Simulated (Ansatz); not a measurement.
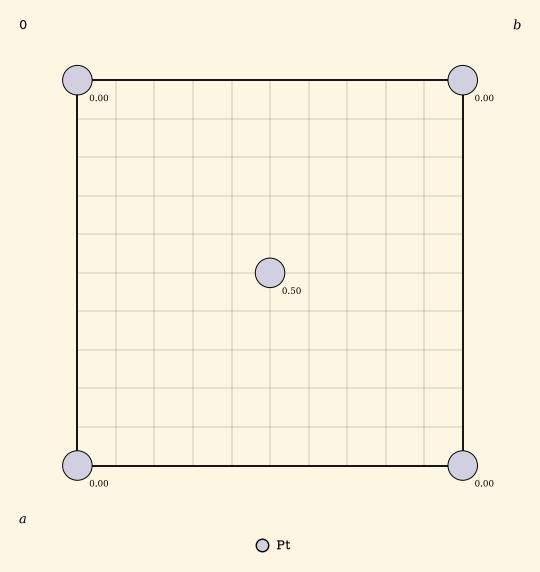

Plan of a unit cell projected along c (a down the page, b across); the numbers are heights as fractions of c, and atoms on the cell's edges are repeated. The grid marks tenths of a and b. Source: the geometry relaxed with DFT r2SCAN, scalar-relativistic, plane waves, PAW (Ansatz 0.2.0); the starting structure was generated, so it need not be a known form of this composition. Geometry calculated from the standardised cell; symmetry tolerance 0.002 Å.

a = 3.379 Å, b = 3.379 Å, c = 2.712 Å, α = 90.00°, β = 90.00°, γ = 90.00°.

> What does the cell contain?

2 Pt: Pt, Z = 2.

> Which space group?

I4/mmm, No. 139, body-centred tetragonal.

> Give the independent sites, coordinates to two places.

```json
{"atom": "Pt", "site": "2a", "symmetry": "4/mmm", "x": "0.00", "y": "0.00", "z": "0.00"}
```
